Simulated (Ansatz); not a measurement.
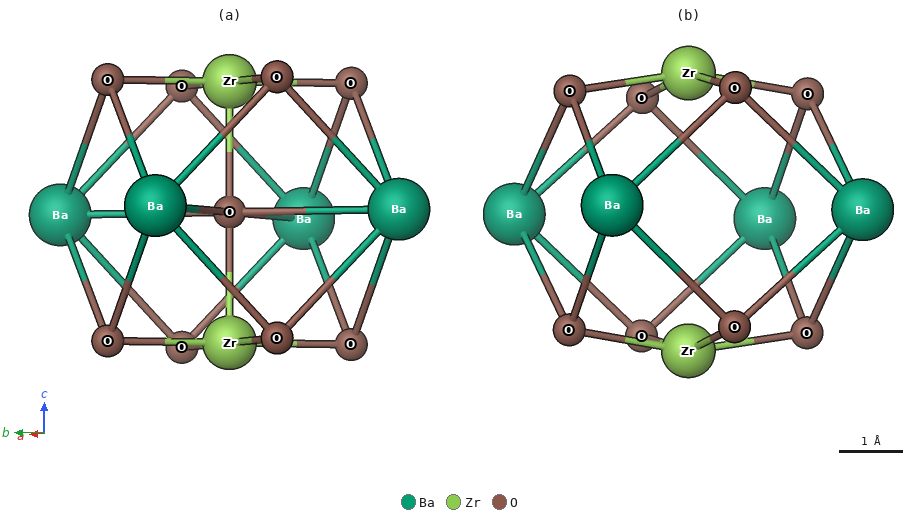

Left: perfect BaZrO3. Right: the same region with one point defect, after relaxing the atoms in a supercell of 40 sites. The picture is a ball-and-stick view of the atoms within 3.3 Å of one point, seen from a free direction.

These are results of DFT, PBEsol, PAW, plane waves in Ansatz 0.2.0, not measurements. Set-up: plane-wave cutoff 420 eV; k-point mesh 1 × 1 × 1; mesh shifted by (0.25, 0.25, 0.25); collinear spin. Fermi-Dirac smearing of 0.01 eV. A uniform background neutralises the charged cell. The axes drawn are those of the host's conventional cell.

**Which defect is it?**

An oxygen atom is taken out (a vacancy).

The charge state of the cell is +2.

**How does the lattice respond?**

Around the empty O site the host had 2 Zr at 2.09 Å; after relaxation the nearest atoms are 2 Zr at 2.22 Å. Of the host's atoms, an oxygen atom moves furthest from its site, by 0.20 Å. The cell ends without a net magnetic moment.

Limits of the set-up: the periodic images lie only 8.4 Å apart, so the values are limited by the cell's size; the cell is charged, on a uniform background, and energies carry no finite-size correction.
